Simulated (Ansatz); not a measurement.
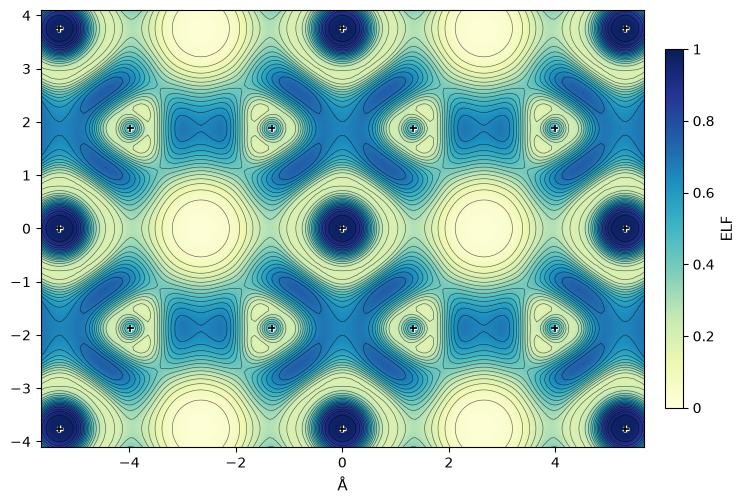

The ELF on a plane through atoms (crosses mark nuclei in the plane).

The calculation used DFT PBEsol, scalar-relativistic, plane waves, PAW (Ansatz).

Candidates:
A. Si2Mo, a = 3.19 Å, b = 3.19 Å, c = 7.82 Å, α = 90.00°, β = 90.00°, γ = 90.00°. Space group I4/mmm; computed without spin polarisation.
B. CoSi2, a = 5.31 Å, b = 5.31 Å, c = 5.31 Å, α = 90.00°, β = 90.00°, γ = 90.00°. Space group Fm-3m; computed without spin polarisation.

> Which candidate gave the map?

Candidate B: CoSi2 on the (110) plane of the conventional cell, which holds Co and Si. Co–Si (2.30 Å): the ELF peaks at about 0.75 in the valence shell of Si, 0.9 Å from its nucleus, and is about 0.50 at the midpoint.
